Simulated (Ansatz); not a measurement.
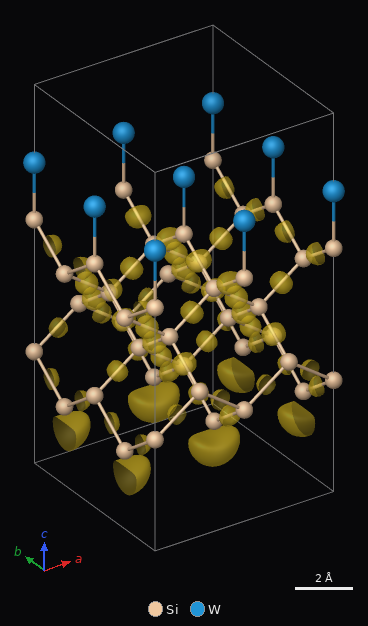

Figure. Si6W (slab). Isosurface of the ELF at 0.9 (yellow), seen at an oblique angle. Only the valence region is drawn (cores and ρ < 0.01 e/Å³ removed). Sticks mark near contacts.

Spin-polarised.

Method: DFT PBEsol, scalar-relativistic, plane waves, PAW in Ansatz 0.2.0.

In a PAW calculation such maps are meaningful between the atoms, not at the nuclei.

> Describe the localisation domains.

The ELF exceeds this value in ten regions between bonded Si–Si atoms and one lobe on Si, pointing away from the bonds (non-bonding electrons), counted in one cell of 7 atoms. Counts are for one cell; the picture repeats the cell along the surface. Profiles from the grid: Si–Si (2.33 Å): the ELF peaks at about 0.95 between the atoms. Si–W (2.34 Å): the ELF peaks at about 0.85 in the valence shell of Si, 0.9 Å from its nucleus, and is about 0.60 at the midpoint.
